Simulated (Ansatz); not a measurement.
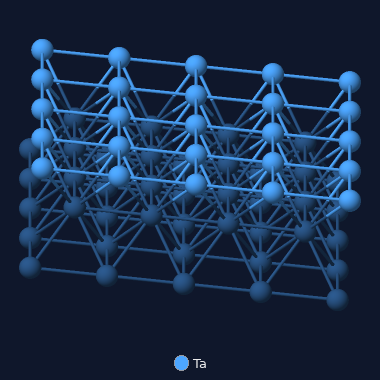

The system is H on a Ta(100) slab cut from the Fm-3m phase, its upper half relaxed before the scan (12 atoms of substrate and one adsorbate in a 2 × 2 cell); the picture shows it without the atoms that are moved over the map. 
- H is moved over the surface cell; relaxed at each place: the height of the adsorbate's atoms; substrate rigid; the origin of the map has the adsorbate above Ta9.
- Places are given modulo a cell vector. The map is drawn in real space over the plane of the surface.
- Grid: 6 × 6 points; 10 points were computed and 26 follow by symmetry.
- Places are given in fractions of the 1 × 1 surface cell.
- Energies are in eV, from the lowest grid point.
- The calculation used Ansatz 0.2.0, DFT PBE, scalar-relativistic, plane waves, PAW. Settings: cutoff 420 eV, k-mesh 5×5×1, gaussian smearing 0.1 eV, no spin polarisation.

Range: position of H13 along the first surface vector from 0.000 to 0.833; position of H13 along the second surface vector from 0.000 to 0.833.

### Predict the map.

The lowest grid point is at a bridge site between two Ta atoms, (0/6, 3/6) of the cell vectors; the map holds 2 wells of about this depth. The highest grid point, the top site over a surface Ta atom, (0/6, 0/6) of the cell vectors, lies 0.74 eV above the lowest. On the interpolated surface the easiest way out of the lowest well to a well of about the same depth near a bridge site between two Ta atoms, (3/6, 0/6) of the cell vectors passes a barrier of about 0.24 eV. At the lowest point the adsorbate has 2 Ta at 1.94 Å as nearest neighbours, at the highest 1 Ta at 1.82 Å. Its relaxed height above the top atom is 1.24 Å at the lowest and 1.82 Å at the highest point.

```csv
"second ↓, first →",0/6,1/6,2/6,3/6,4/6,5/6
5/6,0.67,0.62,0.40,0.08,0.40,0.62
4/6,0.39,0.40,0.36,0.23,0.36,0.40
3/6,0.00,0.08,0.23,0.23,0.23,0.08
2/6,0.39,0.40,0.36,0.23,0.36,0.40
1/6,0.67,0.62,0.40,0.08,0.40,0.62
0/6,0.74,0.67,0.39,0.00,0.39,0.67
```

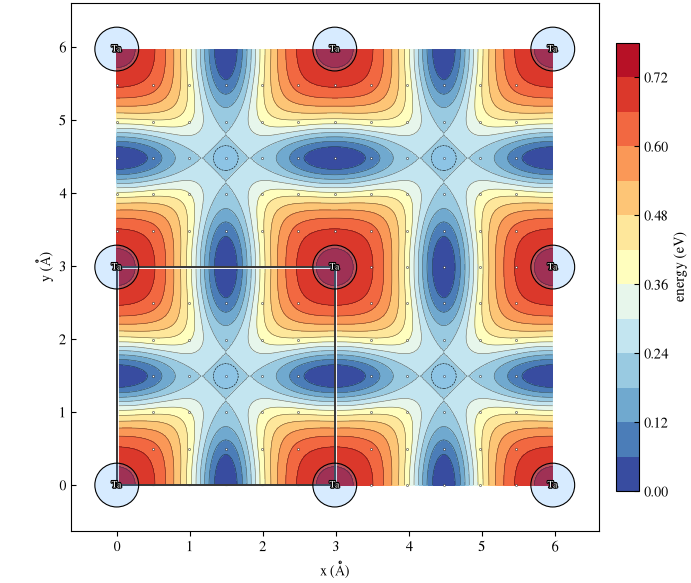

Drawn: filled contours, dots at the grid points, labelled circles for the atoms of the top layer and small ones for the second layer, the outline of one cell of the 2 × 2 shown. Between grid points the surface is interpolated.

Each point was launched as `ansatz run input.yaml --threads 4 --pin off --max-ram 12288MiB --backend cpu --events-out ev --progress --plain --runs-dir out`. The whole map (10 points run) took 5.8 min on 4 threads of Intel(R) Xeon(R) Platinum 8488C (Sapphire Rapids), on a shared host.

PAW datasets: the set soft_1.
